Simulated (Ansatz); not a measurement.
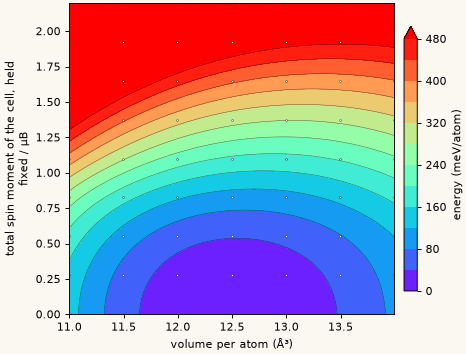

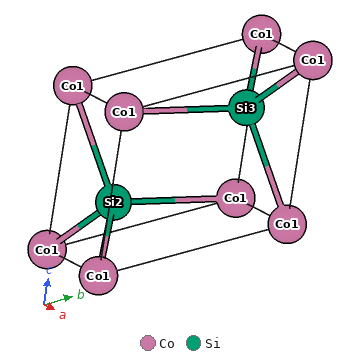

Energy landscape of CoSi₂ (Fm-3m, No. 225; 3 atoms in the cell). The energy is mapped over volume and a fixed ferromagnetic moment. Coordinates scanned: (1) volume per atom; (2) total spin moment of the cell, held fixed. Nothing is relaxed (shape and fractional coordinates fixed). Grid: 7 × 9 points. Points are written as (first, second). All energies are given in meV/atom relative to the lowest grid point. The moment is held fixed and parallel; antiferromagnetic orders weren't tried. Level of theory: DFT PBEsol, scalar-relativistic, plane waves, PAW in Ansatz 0.2.0. Settings: cutoff 520 eV, k-mesh 14×14×14, gaussian smearing 0.15 eV.

The picture shows filled contours, dots at the grid points, one colour for all values above the top of the scale. Between grid points the surface is interpolated. The second picture is the structure at the lowest point.

Summarise what can be read from the map.

Answer. The lowest grid point is at (12.5 Å³, 0.000 μB). It lies on the edge of the map, which is a mirror line here (the non-magnetic state). The highest grid point, (11.0 Å³, 2.200 μB), lies 963 meV/atom above the lowest.

Grid values (meV/atom):

```csv
"second ↓, first →",11.0,11.5,12.0,12.5,13.0,13.5,14.0
2.200,963,824,724,657,617,599,599
1.925,804,675,585,528,496,486,494
1.650,656,537,456,408,385,383,399
1.375,516,407,336,296,282,289,312
1.100,383,284,224,194,189,204,235
0.825,263,175,125,104,108,130,168
0.550,188,104,58,42,51,78,120
0.275,150,68,24,10,21,51,96
0.000,138,57,13,0,11,42,88
```

Time for the 63 points that were run: 14 min on 2 threads of Arm Neoverse N1, on a shared host.

PAW datasets: the set soft_1.
